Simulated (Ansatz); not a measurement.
**A Fermi-surface study of Yb (Im-3m)**

```
CELL_PARAMETERS angstrom
-2.15148 2.15148 2.15148
2.15148 -2.15148 2.15148
2.15148 2.15148 -2.15148
ATOMIC_POSITIONS crystal
Yb 0.00000 0.00000 0.00000
```

Level of theory: Ansatz, DFT PBE, scalar-relativistic, plane waves, PAW; levels and slopes on a dense k mesh at the converged density. No spin polarisation. k mesh for the levels: 34×34×34. Cell and positions as given, without relaxation. The cell comes from a database of computed structures, not from a measurement.

Part 1: The sheets

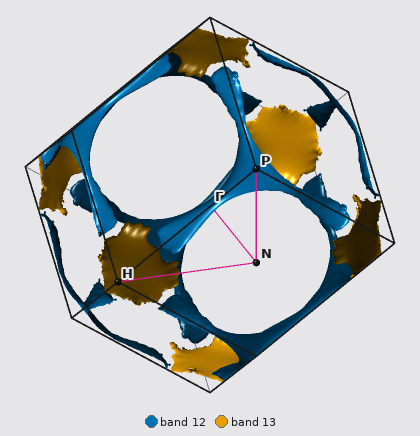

Computed Fermi surface of this crystal. Each colour is one band. The brighter face of a sheet looks towards empty states.

Question: Describe the Fermi surface sheet by sheet.

Answer: Two bands cross the Fermi level; this is a three-dimensional metal.

Band 12: two hole pockets centred at P (each 1.0 % of the zone).
Band 13: one electron pocket centred at H (2.0 % of the zone).
A pocket cut by a face of the zone is counted once with the part on the opposite face.

Question: How large are the density of states and the plasma frequency?

Answer: The density of states at the Fermi level is 0.80 states/eV per primitive cell. The intraband plasma frequency is 2.2 eV in all directions.

Part 2: Speeds

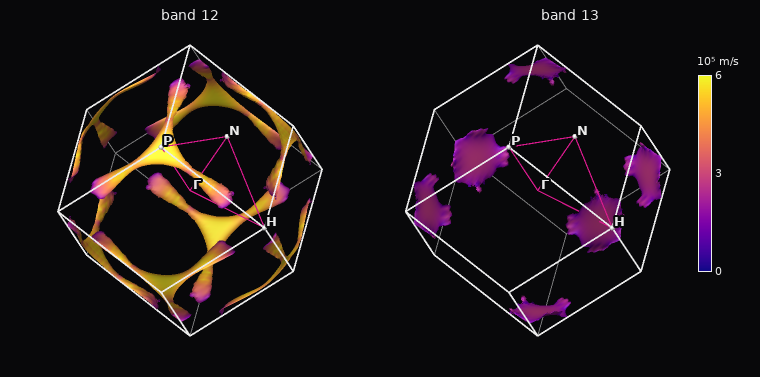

Fermi surface of this crystal, coloured by the Fermi speed.

Question: Give the range and mean of the Fermi speed for each band.

Answer: Band 12: 2.1 to 5.7 × 10⁵ m/s over most of the sheet, 4.0 × 10⁵ m/s on average over states. Band 13: 1.4 to 2.5 × 10⁵ m/s over most of the sheet, 2.2 × 10⁵ m/s on average over states.

Part 3: Cuts and bands

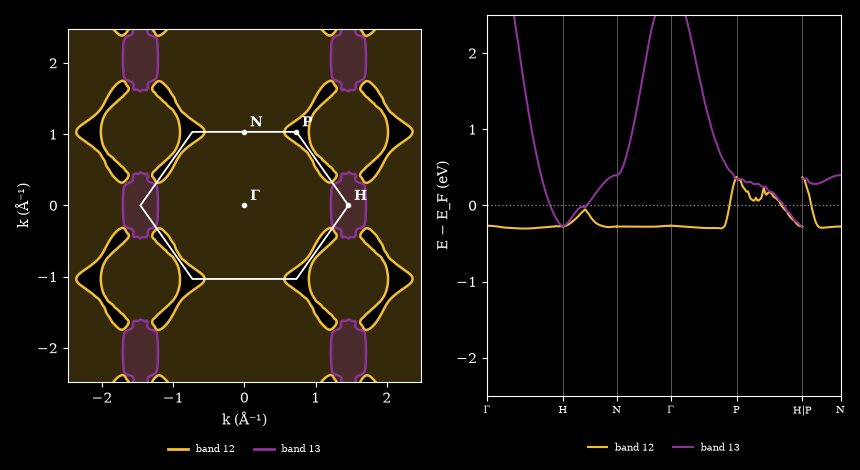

This crystal: cut through the Fermi surface in the plane through Γ, H and P, filled states shaded, and the bands that cross the Fermi level.

Question: Give each band's level at the labelled points, in eV from the Fermi level.

Answer:
```
   band      Γ      H      N
band 12  −0.27  −0.28  −0.28
band 13  above  −0.28  +0.40
```

Negative values are filled states; "above" and "below" lie outside the plotted window.

The f shell has no Hubbard term here, so f bands at the Fermi level, and with them the metal itself, can be an artefact. Spin-orbit coupling is left out; with Yb it can split, shift or remove sheets. Necks and pockets thinner than about two mesh steps aren't resolved, so separate pockets may in truth be joined.

Time for the whole run: 50 s on 1 thread of Arm Neoverse N1, on a shared host, peak memory 0.58 GiB.
